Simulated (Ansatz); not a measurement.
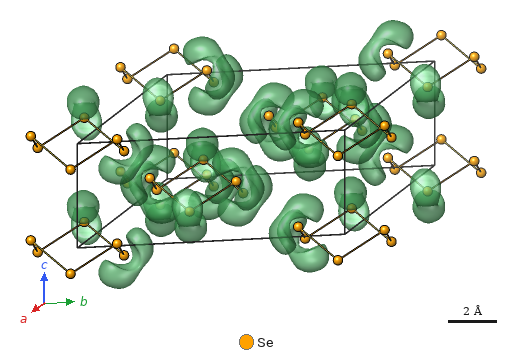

The picture shows: Se. Isosurface of the electron localisation function at 0.8 (green), seen slightly off an axis. Only the valence region is drawn (cores and ρ < 0.01 e/Å³ removed). Sticks mark near contacts.

Space group R-3; changed on purpose from its base cell (zz strain of +2 %, PAW files).

Method: DFT, PBEsol, PAW with Ansatz's default frozen-core files, scalar-relativistic (Ansatz).

Where are the electrons localised?

At this value the surface marks out 18 regions wrapped around Se (the valence shell of each), counted in one cell of 18 atoms. Any copies at cell faces, edges or corners count once. Along the contacts the grid gives the following. Se–Se (2.37 Å): the ELF peaks at about 0.70 between the atoms.

Metal or insulator at this level of theory?

It is gapped, with a Kohn–Sham gap of 1.2 eV on the k-point mesh (the band edges may lie off the mesh, which would make the gap smaller).
